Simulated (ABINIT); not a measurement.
## SnSe: phonons q calculation (part 1 of 3)

- system: SnSe (Fm-3m, 2 atoms in the cell)
- method: Kohn-Sham DFT of a periodic cell, LDA, PseudoDojo NC SR LDA v0.4.1 standard, no spin polarisation (ABINIT 10.8.3)

The structure derives from an entry of the Crystallography Open Database.

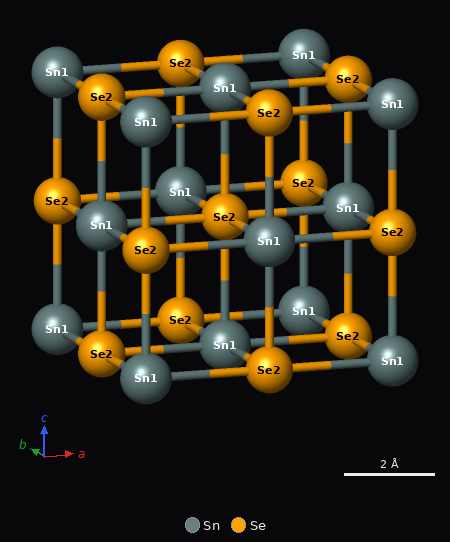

**Figure 1.** The structure (ball-and-stick view of the cell 4 times as large as that of the calculation, set on its symmetry axes, seen slightly off an axis; atoms are numbered from 1 in the order of the input). An atom can appear more than once, as a periodic image.

## Summary

| quantity | value |
| --- | --- |
| outcome | converged |
| space group (tolerance 0.01 Å) | Fm-3m (225) |
| electrons treated | 30 |
| free energy | −5436.6428 eV |
| Fermi energy | 5.271 eV |
| pressure | 0.61 GPa |
| largest force (length of the vector) | under 0.001 eV/Å |
| hardware | 4 threads of Arm Neoverse V1, 24 GiB of memory available, shared host |
| wall time | 18 min (CPU time 72 min) |
| peak memory | 1.3 GiB |

Further notes kept with the run: chneut/=0 not allowed with q/=0 => chneut reset to 0 locally; asr/=0 not allowed with q/=0 => asr reset to 0 locally.

## Input file
```
ndtset 3

pp_dirpath "./"
pseudos "Sn.upf, Se.upf"

acell 7.8585384413 7.8585384413 7.8585384413
rprim
     0.0000000000     0.7071067812     0.7071067812
     0.7071067812     0.0000000000     0.7071067812
     0.7071067812     0.7071067812     0.0000000000
ntypat 2
znucl 50 34
natom 2
typat 1 2
chkprim 0
chksymtnons 0
tolsym 1.0e-6
xred
            0.0            0.0            0.0
            1/2            1/2            1/2

ecut 1170.089609 eV
ecutsm 0.5

ngkpt 4 4 4
nshiftk 4
shiftk
     0.5000000000     0.5000000000     0.5000000000
     0.5000000000     0.0000000000     0.0000000000
     0.0000000000     0.5000000000     0.0000000000
     0.0000000000     0.0000000000     0.5000000000

ixc 7

nband 15
occopt 1

nstep 80
diemac 6.0

prteig 0
prtebands 0
prtwf 0
prtden 0
prtpot 0

kptopt1 1
tolvrs1 1.0e-15
prtwf1 1

rfphon2 1
rfatpol2 1 2
rfdir2 1 1 1
getwfk2 1
kptopt2 3
nqpt2 1
qpt2 1/2 0.0 1/2
tolvrs2 1.0e-8

rfphon3 1
rfatpol3 1 2
rfdir3 1 1 1
getwfk3 1
kptopt3 3
nqpt3 1
qpt3 1/2 1/4 3/4
tolvrs3 1.0e-8
```

Run as:
```bash
mpirun --bind-to none -np 4 abinit run.abi > log 2>&1
```

## What the program printed
```
.Version 10.8.3 of ABINIT
 DATASET    1 : space group Fm -3 m (#225); Bravais cF (face-center cubic)
================================================================================
 Values of the parameters that define the memory need for DATASET  1.
     intxc =       0    ionmov =       0      iscf =       7    lmnmax =       6
     lnmax =       6     mgfft =      48  mpssoang =       3    mqgrid =    3001
     natom =       2  nloc_mem =       1    nspden =       1   nspinor =       1
    nsppol =       1      nsym =      48    n1xccc =    2501    ntypat =       2
    occopt =       1   xclevel =       1
       mpw =        4646          nfft =      110592          nkpt =          10
================================================================================
================================================================================

 DATASET    2 : space group Fm -3 m (#225); Bravais cF (face-center cubic)
================================================================================
 Values of the parameters that define the memory need for DATASET  2 (RF).
     intxc =       0      iscf =       7    lmnmax =       6     lnmax =       6
     mgfft =      48  mpssoang =       3    mqgrid =    3001     natom =       2
  nloc_mem =       1    nspden =       1   nspinor =       1    nsppol =       1
      nsym =      48    n1xccc =    2501    ntypat =       2    occopt =       1
   xclevel =       1
      nfft =      110592          nkpt =         256
================================================================================
================================================================================

 DATASET    3 : space group Fm -3 m (#225); Bravais cF (face-center cubic)
================================================================================
 Values of the parameters that define the memory need for DATASET  3 (RF).
     intxc =       0      iscf =       7    lmnmax =       6     lnmax =       6
     mgfft =      48  mpssoang =       3    mqgrid =    3001     natom =       2
  nloc_mem =       1    nspden =       1   nspinor =       1    nsppol =       1
      nsym =      48    n1xccc =    2501    ntypat =       2    occopt =       1
   xclevel =       1
      nfft =      110592          nkpt =         256
================================================================================
================================================================================

--------------------------------------------------------------------------------
------------- Echo of variables that govern the present computation ------------
--------------------------------------------------------------------------------
 -outvars: echo values of preprocessed input variables --------
            acell      7.8585384413E+00  7.8585384413E+00  7.8585384413E+00 Bohr
              amu      1.18710000E+02  7.89600000E+01
          chkprim           0
      chksymtnons           0
           diemac      6.00000000E+00
             ecut      4.30000000E+01 Hartree
           ecutsm      5.00000000E-01 Hartree
           getwfk1          0
           getwfk2          1
           getwfk3          1
              ixc           7
           jdtset        1    2    3
                       outvar_i_n : Printing only first  50 k-points.
           kptopt1          1
           kptopt2          3
           kptopt3          3
         kptrlatt        4   -4    4     -4    4    4     -4   -4    4
          kptrlen      4.44546066E+01
            natom           2
            nband1         15
            nband2         15
            nband3         15
           ndtset           3
            ngfft          48      48      48
             nkpt1         10
             nkpt2        256
             nkpt3        256
             nqpt1          0
             nqpt2          1
             nqpt3          1
            nstep          80
             nsym          48
           ntypat           2
        optdriver1          0
        optdriver2          1
        optdriver3          1
           prtden           0
        prtebands           0
           prteig           0
            prtwf1          1
            prtwf2          0
            prtwf3          0
              qpt1     0.00000000E+00  0.00000000E+00  0.00000000E+00
              qpt2     5.00000000E-01  0.00000000E+00  5.00000000E-01
              qpt3     5.00000000E-01  2.50000000E-01  7.50000000E-01
           rfphon1          0
           rfphon2          1
           rfphon3          1
            rprim      0.0000000000E+00  7.0710678120E-01  7.0710678120E-01
                       7.0710678120E-01  0.0000000000E+00  7.0710678120E-01
                       7.0710678120E-01  7.0710678120E-01  0.0000000000E+00
           shiftk      5.00000000E-01  5.00000000E-01  5.00000000E-01
          spgroup         225
           tolsym      1.00000000E-06
           tolvrs1     1.00000000E-15
           tolvrs2     1.00000000E-08
           tolvrs3     1.00000000E-08
            typat      1  2
                       outvars : Printing only first  50 k-points.
           xangst      0.0000000000E+00  0.0000000000E+00  0.0000000000E+00
                       2.9405455881E+00  2.9405455881E+00  2.9405455881E+00
            xcart      0.0000000000E+00  0.0000000000E+00  0.0000000000E+00
                       5.5568258222E+00  5.5568258222E+00  5.5568258222E+00
             xred      0.0000000000E+00  0.0000000000E+00  0.0000000000E+00
                       5.0000000000E-01  5.0000000000E-01  5.0000000000E-01
            znucl       50.00000   34.00000

================================================================================

 chkinp: Checking input parameters for consistency, jdtset=   1.

 chkinp: Checking input parameters for consistency, jdtset=   2.

 chkinp: Checking input parameters for consistency, jdtset=   3.

================================================================================
== DATASET  1 ==================================================================

--- !DatasetInfo
iteration_state: {dtset: 1, }
dimensions: {natom: 2, nkpt: 10, mband: 15, nsppol: 1, nspinor: 1, nspden: 1, mpw: 4646, }
cutoff_energies: {ecut:  43.0, pawecutdg:  -1.0, }
electrons: {nelect:   3.00000000E+01, charge:   0.00000000E+00, occopt:   1.00000000E+00, tsmear:   1.00000000E-02, }
meta: {optdriver: 0, ionmov: 0, optcell: 0, iscf: 7, paral_kgb: 0, }
...

 Exchange-correlation functional for the present dataset will be:
  LDA: Perdew-Wang 92 LSD fit to Ceperley-Alder data - ixc=7
  J.P.Perdew and Y.Wang, PRB 45, 13244 (1992)

 Real(R)+Recip(G) space primitive vectors, cartesian coordinates (Bohr,Bohr^-1):
 R(1)=  0.0000000  5.5568258  5.5568258  G(1)= -0.0899794  0.0899794  0.0899794
 R(2)=  5.5568258  0.0000000  5.5568258  G(2)=  0.0899794 -0.0899794  0.0899794
 R(3)=  5.5568258  5.5568258  0.0000000  G(3)=  0.0899794  0.0899794 -0.0899794
 Unit cell volume ucvol=  3.4317082E+02 bohr^3
 Angles (23,13,12)=  6.00000000E+01  6.00000000E+01  6.00000000E+01 degrees

 getcut: wavevector=  0.0000  0.0000  0.0000  ngfft=  48  48  48
         ecut(hartree)=     43.000   => boxcut(ratio)=   2.06919

--- Pseudopotential description ------------------------------------------------
- pspini: atom type   1  psp file is ./Sn.upf
  50.00000  14.00000  180309                  znucl, zion, pspdat
12 -1012 2 -1 1608                            pspcod,pspxc,lmax,lloc,mmax
     nproj     2     2     2

- pspini: atom type   2  psp file is ./Se.upf
  34.00000  16.00000  180309                  znucl, zion, pspdat
12 -1012 2 -1 1198                            pspcod,pspxc,lmax,lloc,mmax
     nproj     2     2     2

   1.82573548E+03                                ecore*ucvol(ha*bohr**3)
--------------------------------------------------------------------------------

================================================================================

--- !BeginCycle
iteration_state: {dtset: 1, }
solver: {iscf: 7, nstep: 80, nline: 4, wfoptalg: 0, }
tolerances: {tolvrs: 1.00E-15, }
...

     iter   Etot(hartree)      deltaE(h)  residm     vres2
 ETOT  1  -196.23698407178    -1.962E+02 1.103E+00 7.643E+02
 ETOT  2  -199.63870556305    -3.402E+00 3.033E-02 9.403E+02
 ETOT  3  -199.76675708505    -1.281E-01 1.180E-01 1.734E+02
 ETOT  4  -199.78921530500    -2.246E-02 3.376E-03 3.395E+01
 ETOT  5  -199.79283852918    -3.623E-03 1.559E-04 7.506E-01
 ETOT  6  -199.79292524913    -8.672E-05 3.795E-05 8.510E-02
 ETOT  7  -199.79293629157    -1.104E-05 4.296E-06 1.578E-02
 ETOT  8  -199.79293863378    -2.342E-06 1.602E-06 1.217E-04
 ETOT  9  -199.79293875734    -1.236E-07 1.460E-07 3.140E-05
 ETOT 10  -199.79293878214    -2.480E-08 6.117E-08 6.829E-08
 ETOT 11  -199.79293878631    -4.166E-09 5.243E-09 5.279E-08
 ETOT 12  -199.79293878710    -7.962E-10 2.267E-09 2.062E-09
 ETOT 13  -199.79293878726    -1.584E-10 1.933E-10 5.233E-10
 ETOT 14  -199.79293878730    -3.882E-11 8.933E-11 1.201E-09
 ETOT 15  -199.79293878731    -1.063E-11 7.087E-12 4.156E-12
 ETOT 16  -199.79293878731     5.485E-12 3.446E-12 1.437E-11
 ETOT 17  -199.79293878730     1.052E-12 2.634E-13 2.594E-12
 ETOT 18  -199.79293878731    -8.527E-13 1.288E-13 1.790E-13
 ETOT 19  -199.79293878730     1.040E-11 9.806E-15 1.083E-13
 ETOT 20  -199.79293878730    -3.126E-12 5.006E-15 6.510E-14
 ETOT 21  -199.79293878729     4.377E-12 3.627E-16 4.892E-14
 ETOT 22  -199.79293878731    -1.478E-11 1.885E-16 6.554E-14
 ETOT 23  -199.79293878730     8.299E-12 1.307E-17 3.887E-14
 ETOT 24  -199.79293878730     5.684E-13 5.385E-18 4.579E-15
 ETOT 25  -199.79293878731    -6.764E-12 4.095E-19 1.124E-14
 ETOT 26  -199.79293878730     7.304E-12 2.205E-19 7.587E-15
 ETOT 27  -199.79293878730    -2.245E-12 3.175E-20 1.475E-16

 At SCF step   27       vres2   =  1.47E-16 < tolvrs=  1.00E-15 =>converged.

 Cartesian components of stress tensor (hartree/bohr^3)
  sigma(1 1)= -2.07477850E-05  sigma(3 2)=  0.00000000E+00
  sigma(2 2)= -2.07477850E-05  sigma(3 1)=  0.00000000E+00
  sigma(3 3)= -2.07477850E-05  sigma(2 1)=  0.00000000E+00

--- !ResultsGS
iteration_state: {dtset: 1, }
comment   : Summary of ground state results
lattice_vectors:
- [  0.0000000,   5.5568258,   5.5568258, ]
- [  5.5568258,   0.0000000,   5.5568258, ]
- [  5.5568258,   5.5568258,   0.0000000, ]
lattice_lengths: [   7.85854,    7.85854,    7.85854, ]
lattice_angles: [ 60.000,  60.000,  60.000, ] # degrees, (23, 13, 12)
lattice_volume:   3.4317082E+02
convergence: {deltae: -2.245E-12, res2:  1.475E-16, residm:  3.175E-20, diffor: null, }
etotal    :  -1.99792939E+02
entropy   :   0.00000000E+00
fermie    :   1.93722897E-01
cartesian_stress_tensor: # hartree/bohr^3
- [ -2.07477850E-05,   0.00000000E+00,   0.00000000E+00, ]
- [  0.00000000E+00,  -2.07477850E-05,   0.00000000E+00, ]
- [  0.00000000E+00,   0.00000000E+00,  -2.07477850E-05, ]
pressure_GPa:   6.1042E-01
xred      :
- [  0.0000E+00,   0.0000E+00,   0.0000E+00, Sn]
- [  5.0000E-01,   5.0000E-01,   5.0000E-01, Se]
cartesian_forces: # hartree/bohr
- [ -0.00000000E+00,  -0.00000000E+00,  -0.00000000E+00, ]
- [ -0.00000000E+00,  -0.00000000E+00,  -0.00000000E+00, ]
force_length_stats: {min:   0.00000000E+00, max:   0.00000000E+00, mean:   0.00000000E+00, }
...

 Integrated electronic density in atomic spheres:
 ------------------------------------------------
 Atom  Sphere_radius  Integrated_density
    1        2.00000         10.55582897
    2        2.00000         13.24103864
================================================================================

 ----iterations are completed or convergence reached----

 Mean square residual over all n,k,spin=   16.388E-22; max=  31.747E-21
 reduced coordinates (array xred) for    2 atoms
       0.000000000000      0.000000000000      0.000000000000
       0.500000000000      0.500000000000      0.500000000000
 rms dE/dt=  0.0000E+00; max dE/dt=  0.0000E+00; dE/dt below (all hartree)
    1       0.000000000000      0.000000000000      0.000000000000
    2       0.000000000000      0.000000000000      0.000000000000

 cartesian coordinates (angstrom) at end:
    1      0.00000000000000     0.00000000000000     0.00000000000000
    2      2.94054558805167     2.94054558805167     2.94054558805167

 cartesian forces (hartree/bohr) at end:
    1     -0.00000000000000    -0.00000000000000    -0.00000000000000
    2     -0.00000000000000    -0.00000000000000    -0.00000000000000
 frms,max,avg= 0.0000000E+00 0.0000000E+00   0.000E+00  0.000E+00  0.000E+00 h/b

 cartesian forces (eV/Angstrom) at end:
    1     -0.00000000000000    -0.00000000000000    -0.00000000000000
    2     -0.00000000000000    -0.00000000000000    -0.00000000000000
 frms,max,avg= 0.0000000E+00 0.0000000E+00   0.000E+00  0.000E+00  0.000E+00 e/A
 length scales=  7.858538441300  7.858538441300  7.858538441300 bohr
              =  4.158559451320  4.158559451320  4.158559451320 angstroms
 Fermi (or HOMO) energy (hartree) =   0.19372   Average Vxc (hartree)=  -0.39462
 Eigenvalues (hartree) for nkpt=  10  k points:
 kpt#   1, nband= 15, wtk=  0.09375, kpt= -0.1250 -0.2500  0.0000 (reduced coord)
  -1.56506   -1.56505   -1.56498   -1.56498   -1.56498   -0.59168   -0.59132   -0.59123
  -0.59092   -0.59085   -0.31416   -0.04485    0.09506    0.09902    0.17134
 prteigrs : prtvol=0 or 1, do not print more k-points.

--- !EnergyTerms
iteration_state     : {dtset: 1, }
comment             : Components of total free energy in Hartree
kinetic             :  1.25152832016572E+02
hartree             :  5.21183891148360E+01
xc                  : -4.55709196764366E+01
Ewald energy        : -1.15198769578937E+02
psp_core            :  5.32019446562444E+00
local_psp           : -1.48471597465015E+02
non_local_psp       : -7.31430676639451E+01
total_energy        : -1.99792938787302E+02
total_energy_eV     : -5.43664282656090E+03
band_energy         : -2.17309000280978E+01
...

 Cartesian components of stress tensor (hartree/bohr^3)
  sigma(1 1)= -2.07477850E-05  sigma(3 2)=  0.00000000E+00
  sigma(2 2)= -2.07477850E-05  sigma(3 1)=  0.00000000E+00
  sigma(3 3)= -2.07477850E-05  sigma(2 1)=  0.00000000E+00

-Cartesian components of stress tensor (GPa)         [Pressure=  6.1042E-01 GPa]
- sigma(1 1)= -6.10420909E-01  sigma(3 2)=  0.00000000E+00
- sigma(2 2)= -6.10420909E-01  sigma(3 1)=  0.00000000E+00
- sigma(3 3)= -6.10420909E-01  sigma(2 1)=  0.00000000E+00

================================================================================
== DATASET  2 ==================================================================

--- !DatasetInfo
iteration_state: {dtset: 2, }
dimensions: {natom: 2, nkpt: 256, mband: 15, nsppol: 1, nspinor: 1, nspden: 1, mpw: 4646, }
cutoff_energies: {ecut:  43.0, pawecutdg:  -1.0, }
electrons: {nelect:   3.00000000E+01, charge:   0.00000000E+00, occopt:   1.00000000E+00, tsmear:   1.00000000E-02, }
meta: {optdriver: 1, rfphon: 1, }
...

 mkfilename : getwfk/=0, take file _WFK from output of DATASET   1.

 Exchange-correlation functional for the present dataset will be:
  LDA: Perdew-Wang 92 LSD fit to Ceperley-Alder data - ixc=7
  J.P.Perdew and Y.Wang, PRB 45, 13244 (1992)

 Real(R)+Recip(G) space primitive vectors, cartesian coordinates (Bohr,Bohr^-1):
 R(1)=  0.0000000  5.5568258  5.5568258  G(1)= -0.0899794  0.0899794  0.0899794
 R(2)=  5.5568258  0.0000000  5.5568258  G(2)=  0.0899794 -0.0899794  0.0899794
 R(3)=  5.5568258  5.5568258  0.0000000  G(3)=  0.0899794  0.0899794 -0.0899794
 Unit cell volume ucvol=  3.4317082E+02 bohr^3
 Angles (23,13,12)=  6.00000000E+01  6.00000000E+01  6.00000000E+01 degrees
 setup1 : take into account q-point for computing boxcut.

 getcut: wavevector=  0.5000  0.0000  0.5000  ngfft=  48  48  48
         ecut(hartree)=     43.000   => boxcut(ratio)=   2.02654
--------------------------------------------------------------------------------

 ==>  initialize data related to q vector <==

 The list of irreducible perturbations for this q vector is:
    1)    idir= 1    ipert=   1
    2)    idir= 2    ipert=   1
    3)    idir= 1    ipert=   2
    4)    idir= 2    ipert=   2

================================================================================
```
